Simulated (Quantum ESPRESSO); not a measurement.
# BP (F-43m): modes at Γ and the response to a field, part 2 of 4

Which modes does BP (F-43m) have at the zone centre?

Quantum ESPRESSO 7.5; DFT LDA, scalar-relativistic, plane waves, JTH PAW pseudopotentials.

So far. Step 2 (A probe with smearing): A gap of 1.3 eV opens on this mesh, so the crystal is taken as an insulator; the start stands at -5.2 GPa. Step 4 (Ground state): The cell stands at -0.033 GPa, close enough for phonons.

## 5. Zone-centre response

At q = 0 one unit cell holds all displacements; symmetry groups them into irreducible representations that are solved one by one. The response to a field gives ε∞ and the Born charges, which polar modes need.

Input file ph.in:

```
phonons
 &inputph
    prefix='x',
    outdir='./tmp',
    fildyn='g.dyn',
    tr2_ph=1.0d-18,
    epsil=.true.,
 /
0.000000000000 0.000000000000 0.000000000000
```

On the command line:

```console
$ OMP_NUM_THREADS=1 mpirun -n 4 ph.x -nk 4 -in ph.in > ph.out
```

The log of the run:

```text
[banners, grids, parts of the stress and lines that vanish by symmetry left out]
[banner, memory and clock lines left out]
Program PHONON v.7.5

     ./tmp/x.save/

     file B.upf: wavefunction(s)  2S 0S 2P 0P renormalized
     file P.upf: wavefunction(s)  0S 0P renormalized

     IMPORTANT: XC functional enforced from input :
     Exchange-correlation= PW
                           (   1   4   0   0   0   0   0)
     Any further DFT definition will be discarded
     Please, verify this is what you really want

     G-vector sticks info

     negative rho (up, down):  7.998E-04 0.000E+00
     Reading collected, re-writing distributed wavefunctions in ./tmp/

     Number and degeneracy of irreps per q-point
       N         xq(1)         xq(2)         xq(3)   N irreps
       1   0.000000000   0.000000000   0.000000000       2
        3   3

     Calculation of q =    0.0000000   0.0000000   0.0000000

     phonons

     bravais-lattice index     =            2
     lattice parameter (alat)  =       8.4841  a.u.
     unit-cell volume          =     152.6726 (a.u.)^3
     number of atoms/cell      =            2
     number of atomic types    =            2
     kinetic-energy cut-off    =      50.0000  Ry
     charge density cut-off    =     400.0000  Ry
     convergence threshold     =      1.0E-18
     beta                      =       0.7000
     number of iterations used =            4
     Exchange-correlation= PW
                           (   1   4   0   0   0   0   0)

     celldm(1)=    8.48412  celldm(2)=    0.00000  celldm(3)=    0.00000
     celldm(4)=    0.00000  celldm(5)=    0.00000  celldm(6)=    0.00000

     crystal axes: (cart. coord. in units of alat)
               a(1) = ( -0.5000  0.0000  0.5000 )
               a(2) = (  0.0000  0.5000  0.5000 )
               a(3) = ( -0.5000  0.5000  0.0000 )

     reciprocal axes: (cart. coord. in units 2 pi/alat)
               b(1) = ( -1.0000 -1.0000  1.0000 )
               b(2) = (  1.0000  1.0000  1.0000 )
               b(3) = ( -1.0000  1.0000 -1.0000 )

     Atoms inside the unit cell:

     Cartesian axes

     site n.  atom      mass           positions (alat units)
        1  B      10.8100   tau(    1) = (    0.00000    0.00000    0.00000  )
        2  P      30.9738   tau(    2) = (   -0.25000    0.25000    0.25000  )

     Computing dynamical matrix for
                    q = (   0.0000000   0.0000000   0.0000000 )

     25 Sym.Ops. (with q -> -q+G )

     G cutoff =  729.3136  (  20539 G-vectors)     FFT grid: ( 40, 40, 40)
     G cutoff =  364.6568  (   7391 G-vectors)  smooth grid: ( 27, 27, 27)
     number of k points=    72
                       cart. coord. in units 2pi/alat
        k(    1) = (   0.0000000   0.0000000   0.0000000), wk =   0.0011574
        k(    2) = (  -0.0833333   0.0833333  -0.0833333), wk =   0.0092593
        k(    3) = (  -0.1666667   0.1666667  -0.1666667), wk =   0.0092593
        [... further k-points left out ...]

     PseudoPot. # 1 for B  read from file:
     ./pseudo/B.upf
     Pseudo is Projector augmented-wave + core cor, Zval =  3.0
     Shape of augmentation charge: SINC**2
     Using radial grid of  906 points,  4 beta functions with:
                l(1) =   0
                l(2) =   0
                l(3) =   1
                l(4) =   1
     Q(r) pseudized with 0 coefficients

     PseudoPot. # 2 for P  read from file:
     ./pseudo/P.upf
     Pseudo is Projector augmented-wave + core cor, Zval =  5.0
     Shape of augmentation charge: SINC**2
     Using radial grid of  994 points,  4 beta functions with:
                l(1) =   0
                l(2) =   0
                l(3) =   1
                l(4) =   1
     Q(r) pseudized with 0 coefficients

     Mode symmetry, T_d (-43m)  point group:

     Electric field:
     Dielectric constant
     Born effective charges as d Force / d E

     Atomic displacements:
     There are    2 irreducible representations

     Representation     1      3 modes -  To be done

     Representation     2      3 modes -  To be done

     Alpha used in Ewald sum =   2.8000

     negative rho (up, down):  7.998E-04 0.000E+00

     Electric Fields Calculation

      iter #   1   av.it.:   5.7
      thresh= 1.000E-02 alpha_mix =  0.700 |ddv_scf|^2 =  4.417E-08

      iter #   2   av.it.:  10.7
      thresh= 2.102E-05 alpha_mix =  0.700 |ddv_scf|^2 =  8.565E-10

      iter #   3   av.it.:  10.7
      thresh= 2.927E-06 alpha_mix =  0.700 |ddv_scf|^2 =  1.983E-11

      iter #   4   av.it.:  10.8
      thresh= 4.453E-07 alpha_mix =  0.700 |ddv_scf|^2 =  1.091E-13

      iter #   5   av.it.:  10.4
      thresh= 3.304E-08 alpha_mix =  0.700 |ddv_scf|^2 =  4.663E-15

      iter #   6   av.it.:  10.3
      thresh= 6.829E-09 alpha_mix =  0.700 |ddv_scf|^2 =  9.593E-18

      iter #   7   av.it.:  10.5
      thresh= 3.097E-10 alpha_mix =  0.700 |ddv_scf|^2 =  2.829E-19

     End of electric fields calculation

          Dielectric constant in cartesian axis

          (       9.214444718       0.000000000       0.000000000 )
          (      -0.000000000       9.214444718      -0.000000000 )
          (       0.000000000      -0.000000000       9.214444718 )

          Effective charges (d Force / dE) in cartesian axis without acoustic sum rule applied (asr)

           atom    1  B     Mean Z*:       -0.63325
      Ex  (       -0.63325        0.00000        0.00000 )
      Ey  (        0.00000       -0.63325        0.00000 )
      Ez  (        0.00000        0.00000       -0.63325 )
           atom    2  P     Mean Z*:        0.62948
      Ex  (        0.62948       -0.00000        0.00000 )
      Ey  (        0.00000        0.62948        0.00000 )
      Ez  (       -0.00000       -0.00000        0.62948 )

          Effective charges Sum: Mean:       -0.00377
             -0.00377        0.00000       -0.00000
              0.00000       -0.00377        0.00000
              0.00000        0.00000       -0.00377

          Effective charges (d Force / dE) in cartesian axis with asr applied:
           atom    1  B     Mean Z*:       -0.63136
      E*x (       -0.63136        0.00000        0.00000 )
      E*y (        0.00000       -0.63136        0.00000 )
      E*z (        0.00000        0.00000       -0.63136 )
           atom    2  P     Mean Z*:        0.63136
      E*x (        0.63136       -0.00000       -0.00000 )
      E*y (        0.00000        0.63136        0.00000 )
      E*z (       -0.00000       -0.00000        0.63136 )

     Representation #   1 modes #   1   2   3

     Self-consistent Calculation

      iter #   1   av.it.:   5.5
      thresh= 1.000E-02 alpha_mix =  0.700 |ddv_scf|^2 =  2.619E-08

      iter #   2   av.it.:  10.7
      thresh= 1.618E-05 alpha_mix =  0.700 |ddv_scf|^2 =  4.862E-10

      iter #   3   av.it.:  10.7
      thresh= 2.205E-06 alpha_mix =  0.700 |ddv_scf|^2 =  2.861E-11

      iter #   4   av.it.:  10.7
      thresh= 5.349E-07 alpha_mix =  0.700 |ddv_scf|^2 =  9.874E-14

      iter #   5   av.it.:  10.4
      thresh= 3.142E-08 alpha_mix =  0.700 |ddv_scf|^2 =  4.403E-15

      iter #   6   av.it.:  10.4
      thresh= 6.635E-09 alpha_mix =  0.700 |ddv_scf|^2 =  1.320E-17

      iter #   7   av.it.:  10.6
      thresh= 3.633E-10 alpha_mix =  0.700 |ddv_scf|^2 =  4.758E-19

     End of self-consistent calculation

     Convergence has been achieved

     Representation #   2 modes #   4   5   6

     Self-consistent Calculation

      iter #   1   av.it.:   5.4
      thresh= 1.000E-02 alpha_mix =  0.700 |ddv_scf|^2 =  3.178E-08

      iter #   2   av.it.:  11.0
      thresh= 1.783E-05 alpha_mix =  0.700 |ddv_scf|^2 =  5.600E-11

      iter #   3   av.it.:  11.0
      thresh= 7.483E-07 alpha_mix =  0.700 |ddv_scf|^2 =  1.216E-12

      iter #   4   av.it.:  11.0
      thresh= 1.103E-07 alpha_mix =  0.700 |ddv_scf|^2 =  3.568E-14

      iter #   5   av.it.:  11.0
      thresh= 1.889E-08 alpha_mix =  0.700 |ddv_scf|^2 =  2.372E-16

      iter #   6   av.it.:  11.0
      thresh= 1.540E-09 alpha_mix =  0.700 |ddv_scf|^2 =  2.854E-19

     End of self-consistent calculation

     Convergence has been achieved

     Number of q in the star =    1
     List of q in the star:
          1   0.000000000   0.000000000   0.000000000

          Dielectric constant in cartesian axis

          (       9.214444718       0.000000000       0.000000000 )
          (      -0.000000000       9.214444718      -0.000000000 )
          (       0.000000000      -0.000000000       9.214444718 )

          Effective charges (d Force / dE) in cartesian axis without acoustic sum rule applied (asr)

           atom    1  B     Mean Z*:       -0.63325
      Ex  (       -0.63325        0.00000        0.00000 )
      Ey  (        0.00000       -0.63325        0.00000 )
      Ez  (        0.00000        0.00000       -0.63325 )
           atom    2  P     Mean Z*:        0.62948
      Ex  (        0.62948       -0.00000        0.00000 )
      Ey  (        0.00000        0.62948        0.00000 )
      Ez  (       -0.00000       -0.00000        0.62948 )

          Effective charges Sum: Mean:       -0.00377
             -0.00377        0.00000       -0.00000
              0.00000       -0.00377        0.00000
              0.00000        0.00000       -0.00377

          Effective charges (d Force / dE) in cartesian axis with asr applied:
           atom    1  B     Mean Z*:       -0.63136
      E*x (       -0.63136        0.00000        0.00000 )
      E*y (        0.00000       -0.63136        0.00000 )
      E*z (        0.00000        0.00000       -0.63136 )
           atom    2  P     Mean Z*:        0.63136
      E*x (        0.63136       -0.00000       -0.00000 )
      E*y (        0.00000        0.63136        0.00000 )
      E*z (       -0.00000       -0.00000        0.63136 )

     Diagonalizing the dynamical matrix

     q = (    0.000000000   0.000000000   0.000000000 )

 **************************************************************************
     freq (    1) =      -0.009857 [THz] =      -0.328808 [cm-1]
     freq (    2) =      -0.009857 [THz] =      -0.328808 [cm-1]
     freq (    3) =      -0.009857 [THz] =      -0.328808 [cm-1]
     freq (    4) =      24.623975 [THz] =     821.367385 [cm-1]
     freq (    5) =      24.623975 [THz] =     821.367385 [cm-1]
     freq (    6) =      24.623975 [THz] =     821.367385 [cm-1]
 **************************************************************************

     Mode symmetry, T_d (-43m)  point group:

     freq (   1-   3) =         -0.3  [cm-1]   --> T_2  G_15 P_4   I+R
     freq (   4-   6) =        821.4  [cm-1]   --> T_2  G_15 P_4   I+R
```

It took 20 s on 4 MPI ranks of Intel Xeon 6975P-C (Granite Rapids), shared host.

Numbers from this step:

* miss of the charge sum rule: 0.003770 e
* largest acoustic frequency at the zone centre before the sum rule: -0.33 cm⁻¹
* highest optical zone-centre mode (no LO-TO term): 821.4 cm⁻¹
* lowest optical zone-centre mode: 821.4 cm⁻¹
* mean high-frequency dielectric constant: 9.214
* largest Born charge in size (third of the trace): 0.6332 e

Born charge (rows field, columns displacement), before the sum rule (e), principal values of the symmetric part by kind of site:

| atom | atoms with these values | low | middle | high | mean |
| --- | --- | --- | --- | --- | --- |
| B1 | 1 | -0.6332 | -0.6332 | -0.6332 | -0.6332 |
| P2 | 1 | 0.6295 | 0.6295 | 0.6295 | 0.6295 |

In full for B1:

```
-0.6332  0.0000  0.0000
 0.0000 -0.6332  0.0000
 0.0000  0.0000 -0.6332
```

High-frequency dielectric tensor:

```
9.21 0.00 0.00
0.00 9.21 0.00
0.00 0.00 9.21
```

The acoustic modes at Γ come out as far as 0.3 cm⁻¹ from zero, where they should vanish, a small numerical error; the Born charges miss their sum rule by 0.0038 e, which is good.

## 6. Modes with the sum rule

A rigid shift of the crystal must cost nothing, but grids and finite bases break this; the acoustic sum rule is imposed before the matrix is diagonalised again. With Born charges the intensities follow, and the static dielectric tensor.

Input file dynmat.in:

```
 &input
    fildyn='g.dyn',
    asr='simple',
    fileig='dynmat.eig',
    lperm=.true.,
 /
```

On the command line:

```console
$ dynmat.x -in dynmat.in > dynmat.out
```

The log of the run:

```text
[banner, memory and clock lines left out]
Program DYNMAT v.7.5

     Reading Dynamical Matrix from file g.dyn
     ...Force constants read
     ...epsilon and Z* read
     A direction for q was not specified:TO-LO splitting will be absent

     Polarizability (A^3 units)
     multiply by 0.267512 for Clausius-Mossotti correction
        14.788797   -0.000000    0.000000
         0.000000   14.788797   -0.000000
         0.000000   -0.000000   14.788797

     IR activities are in (D/A)^2/amu units

# mode   [cm-1]    [THz]      IR
    1      0.00    0.0000    0.0000
    2      0.00    0.0000    0.0000
    3      0.00    0.0000    0.0000
    4    821.37   24.6240    1.1477
    5    821.37   24.6240    1.1477
    6    821.37   24.6240    1.1477

Electronic dielectric permittivity tensor (relative, adimensional)
         9.214445   -0.000000    0.000000
         0.000000    9.214445   -0.000000
         0.000000   -0.000000    9.214445

 ... with zone-center polar mode contributions
         9.374816    0.000000    0.000000
         0.000000    9.374816    0.000000
         0.000000    0.000000    9.374816
```

Wall time 0.71 s (1 thread).

This step gave:

```
mean static dielectric constant : 9.375
```

Unit eigenvectors of the mass-weighted matrix after the sum rule; no LO-TO term. Modes at Γ, with each element's share of the kinetic energy:

| mode | frequency (cm⁻¹) | symmetry | B % | P % |
| --- | --- | --- | --- | --- |
| 1 | 0.0 | acoustic | 26 | 74 |
| 2 | 0.0 | acoustic | 26 | 74 |
| 3 | 0.0 | acoustic | 26 | 74 |
| 4 | 821.4 | T2 | 74 | 26 |
| 5 | 821.4 | T2 | 74 | 26 |
| 6 | 821.4 | T2 | 74 | 26 |

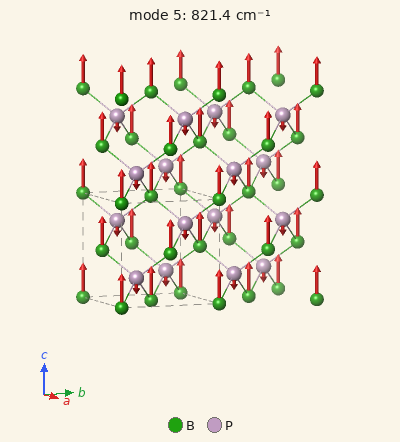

Displacement patterns of mode 5 at Γ; arrows are exaggerated. Bonds to atoms that aren't drawn are left out. 1×2×2 conventional cells are drawn. Some periodic images of atoms are drawn too.

Degenerate modes summed, no LO-TO term. Infrared lines, with heights relative to the strongest:

| position (cm⁻¹) | lines merged | label | IR intensity, relative |
| --- | --- | --- | --- |
| 821 | 3 | T2 | 100 |

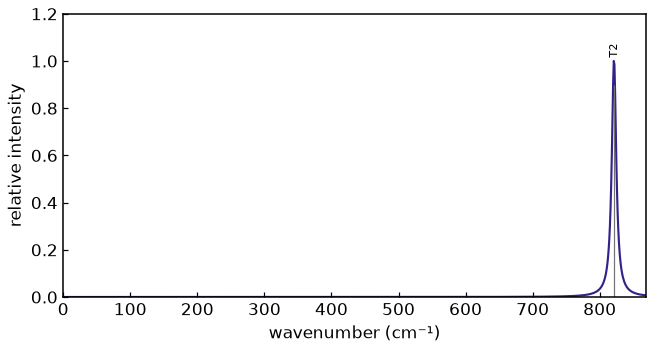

The infrared spectrum, broadened with Lorentzians of width 8 cm⁻¹; bars mark the lines.

Static dielectric tensor (ions relaxed, fixed cell):

```
9.37 0.00 0.00
0.00 9.37 0.00
0.00 0.00 9.37
```

The rule moves no optical mode by more than 0.1 cm⁻¹.

## 7. Modes along a direction of q (1 0 0)

A longitudinal polar mode sets up a macroscopic field that stiffens it; the term hangs on the direction from which q goes to zero.

Input file dynmat.in:

```
 &input
    fildyn='g.dyn',
    asr='simple',
    fileig='dynmat.eig',
    q(1)=1.0,
    q(2)=0.0,
    q(3)=0.0,
 /
```

On the command line:

```console
$ dynmat.x -in dynmat.in > dynmat.out
```

The log of the run:

```text
[banner, memory and clock lines left out]
Program DYNMAT v.7.5

     Reading Dynamical Matrix from file g.dyn
     ...Force constants read
     ...epsilon and Z* read

     Polarizability (A^3 units)
     multiply by 0.267512 for Clausius-Mossotti correction
        14.788797   -0.000000    0.000000
         0.000000   14.788797   -0.000000
         0.000000   -0.000000   14.788797

     IR activities are in (D/A)^2/amu units

# mode   [cm-1]    [THz]      IR
    1      0.00    0.0000    0.0000
    2      0.00    0.0000    0.0000
    3      0.00    0.0000    0.0000
    4    821.37   24.6240    1.1477
    5    821.37   24.6240    1.1477
    6    828.48   24.8373    1.1477
```

It took 0.72 s on 1 thread.

Read from the output:

| Item | Value |
| --- | --- |
| highest mode moved by the LO-TO term | 828.5 cm⁻¹ |

Zone-centre frequencies as printed; negative means imaginary. Modes:

| mode | frequency (cm⁻¹) |
| --- | --- |
| 1 | 0 |
| 2 | 0 |
| 3 | 0 |
| 4 | 821.4 |
| 5 | 821.4 |
| 6 | 828.5 |

The field moves one mode, from 821 to 828 cm⁻¹; the others stay.

## 8. Self-consistent run for the response, volume × 0.94

Bonds stiffen under compression, so frequencies follow the volume; the atoms are not relaxed anew.

Input file scf.in:

```
 &control
    calculation='scf',
    prefix='x',
    outdir='./tmp',
    pseudo_dir='./pseudo',
    tprnfor=.true.,
    tstress=.true.,
 /
 &system
    ibrav=2,
    celldm(1)=8.31093046,
    nat=2,
    ntyp=2,
    ecutwfc=50.0,
    ecutrho=400.0,
    occupations='fixed',
    nbnd=6,
 /
 &electrons
    conv_thr=1.0d-12,
    mixing_beta=0.7,
    electron_maxstep=100,
 /
ATOMIC_SPECIES
 B      10.8100  B.upf
 P      30.9738  P.upf
ATOMIC_POSITIONS crystal
 B      0.000000000   0.000000000   0.000000000
 P      0.250000000   0.250000000   0.250000000
K_POINTS automatic
 12 12 12 0 0 0
```

On the command line:

```console
$ OMP_NUM_THREADS=1 mpirun -n 4 pw.x -nk 4 -in scf.in > scf.out
```

The log of the run:

```text
[banners, grids, parts of the stress and lines that vanish by symmetry left out]
[banner, memory and clock lines left out]
Program PWSCF v.7.5

[...]
kinetic-energy cutoff     =      50.0000  Ry
     charge density cutoff     =     400.0000  Ry
     scf convergence threshold =      1.0E-12
[...]
Exchange-correlation= SLA PW NOGX NOGC
                           (   1   4   0   0   0   0   0)
[...]
24 Sym. Ops. (no inversion) found
[...]
number of k points=    72
[...]
End of self-consistent calculation
[...]
highest occupied, lowest unoccupied level (ev):    10.3493   11.4145
!    total energy              =     -64.29995670 Ry
[...]
convergence has been achieved in  10 iterations
[...]
atom    1 type  1   force =    -0.00000000   -0.00000000    0.00000000
     atom    2 type  2   force =     0.00000000    0.00000000    0.00000000
     Total force =     0.000000     Total SCF correction =     0.000000
[...]
total   stress  (Ry/bohr**3)                   (kbar)     P=      121.94
[...]
XML data file, charge density, pseudopotentials, collected wavefunctions
```

The job ended after 3.5 s (4 MPI ranks).

Read from the output:

* volume per atom: 10.63 Å³
* pressure: 12.19 GPa
* gap on the k-mesh: 1.065 eV

(Part 2 of 4 ends here.)

[Host names and launcher messages were left out of these logs when they were recorded.]

[Logs are printed without paths, hosts, clocks, repeated set-up lines and the standing remarks that a program may print on its own settings, such as how far it seeks lower states.]

[Hosts, paths, dates, database ids (printed as entryN), source tags and the programs' standing remarks are cut or masked in the printed files.]
